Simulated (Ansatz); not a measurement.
Scan of the smearing width.
System: C (P6_3/mmc, 4 atoms in the cell).
Method: DFT, r2SCAN, plane waves (500 eV) with PAW, scalar-relativistic in Ansatz 0.2.0; 15×15×5 k-mesh, Methfessel–Paxton smearing.
ΔE is the free energy less its value at the smallest setting, 0.01 eV.
Values: 1 eV, 0.6 eV, 0.3 eV, 0.2 eV, 0.1 eV, 0.03 eV and 0.01 eV.

### How do the results converge (to 1 meV/atom)?

The free energy is within 1 meV/atom of the smallest setting's value from 0.6 eV down. It is off by +2.2 meV/atom at 1 eV.

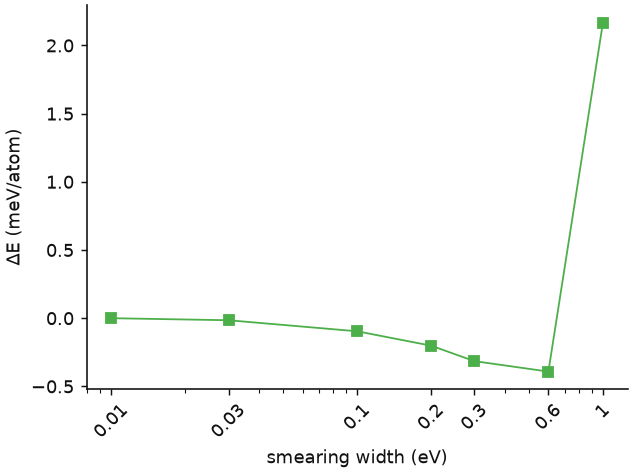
